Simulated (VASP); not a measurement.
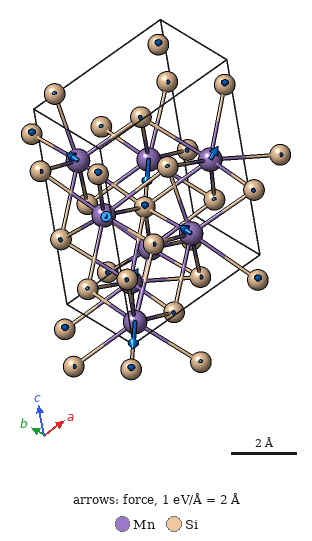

Starting geometry of crystalline MnSi (set up in P2_13) with the computed forces as blue arrows. Style: ball-and-stick. Shown: the cell of the calculation, slightly off an axis.

The run lets cell and atoms move.

All numbers below come from VASP 6.6.1, Kohn-Sham DFT of a periodic cell, PBE, VASP PAW PBE potentials, recommended.

Input
```
SYSTEM = MnSi
PREC = Accurate ; ENCUT = 600
EDIFF = 1E-6 ; ISMEAR = 1
SIGMA = 0.1 ; LREAL = .FALSE.
LASPH = .TRUE. ; NELM = 150
ALGO = Normal ; ISIF = 3
LWAVE = .FALSE. ; LCHARG = .FALSE.
ISPIN = 2 ; MAGMOM = 3.5 3.5 3.5 3.5 -3.5 -3.5 -3.5 -3.5 0 0 0 0 0 0 0 0
LORBIT = 11 ; LMAXMIX = 4
GGA = PE ; IBRION = 2
NSW = 90 ; EDIFFG = -0.01
AMIX = 0.2 ; BMIX = 1E-4
AMIX_MAG = 0.8 ; BMIX_MAG = 1E-4
KPAR = 8
```

Run as
```bash
cat potpaw_PBE.64/Mn_pv/POTCAR potpaw_PBE.64/Si/POTCAR > POTCAR
mpirun -np 8 vasp_std > vasp.out
```

**What follows when this structure is relaxed?**

It isn't relaxed: the largest force vector, on Mn atoms, is 0.67 eV/Å. The atoms end up moving mostly along the starting forces (cosine between the two patterns 0.91). The energy falls by 0.120 eV per cell of the calculation in 16 geometry steps. Largest force component: 0.38 eV/Å at the start, 0.003 eV/Å at the end. Pressure: −5.37 GPa at the start and 0.04 GPa at the end. The largest moves relative to the cell, 0.032 Å, are those of Mn atoms. Largest moves by element: Mn 0.032 Å, Si 0.011 Å. The volume changes by −2.4 %, with a = b = c 6.432 → 6.392 Å (−0.6 %), α 60.0° → 59.7°, β 60.0° → 59.7°, γ 60.0° → 59.7°. Some distances before and after: Mn–Mn 2.790 → 2.734 Å, Mn–Si 2.300 → 2.248 Å, Mn–Mn 2.790 → 2.756 Å, Mn–Si 2.397 → 2.367 Å. The space group (tolerance 0.01 Å) goes from P2_13 (No. 198) to R3 (No. 146). At step 1 the optimiser overshot: the energy rose above the start, and later steps came back.
